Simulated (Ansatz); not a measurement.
SrCl2 (fluorite (111) film, 2 layers), computed twice by G0W0.

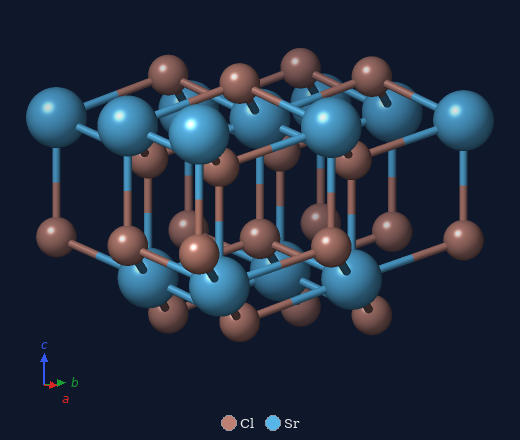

The structure (chlorine pink, strontium blue). 2×2×1 cells are drawn. Some periodic images of atoms are drawn too.

The cell holds 6 atoms: 4 Cl and 2 Sr. Its edges and angles: a = 4.933 Å, b = 4.933 Å, c = 34.600 Å, α = 90.0°, β = 90.0°, γ = 120.0°. It derives from SrCl2. Vacuum lies along c.

```xyz
6
Lattice="4.9333 0.0000 0.0000 -2.4666 4.2723 0.0000 0.0000 0.0000 34.6000" Properties=species:S:1:pos:R:3
Cl    2.4666    1.4241   18.2826
Sr    0.0000    0.0000   19.1763
Cl    0.0000    2.8482   20.1496
Cl    0.0000    2.8482   14.4504
Sr    2.4666    1.4241   15.4237
Cl    0.0000    0.0000   16.3174
```

The structure was relaxed with LDA (ions only). The runs that relaxed it are not among those shown. PAW set soft_2, made with PBE.

The first (Ansatz 0.2.0; start LDA, 3×3×1 mesh, 867 empty bands, screening to 65 eV; 4 threads of Arm Neoverse V1, shared host) gave, on its mesh: starting gap 5.05 eV, G0W0 gap 7.92 eV, mean of 1 + 4πα/V (set by the cell height) 1.35, 4 min.

Q: The second changes empty bands from 867 to 357 and screening cutoff (eV) from 65.0 to 36. What does it give?

It gave: starting gap 5.05 eV, G0W0 gap 7.76 eV, mean of 1 + 4πα/V (set by the cell height) 1.35, 55 s. The G0W0 gap moves by −0.15 eV, +0.00 eV from the start and −0.15 eV from the correction. Σc changes by +0.20 eV at the valence top and +0.05 eV at the conduction bottom, and Σx − Vxc between them by +0.00 eV.

Limits: not at the basis limit; coarse mesh for a sheet; no spin-orbit coupling.

[Paths, hosts, dates, memory and timing lines, banners, echoed tables and standing remarks are left out of the program output.]

[Logs are printed without paths, hosts, clocks, repeated set-up lines and the standing remarks that a program may print on its own settings, such as how far it seeks lower states.]

[Runs of the session that timed out or met a known fault of the program may be left out.]

[Cells called generated may have been cut or substituted from an entry of the Crystallography Open Database or the Materials Project.]

[Hosts, paths, dates, database ids (printed as entryN), source tags and the programs' standing remarks are cut or masked in the printed files.]
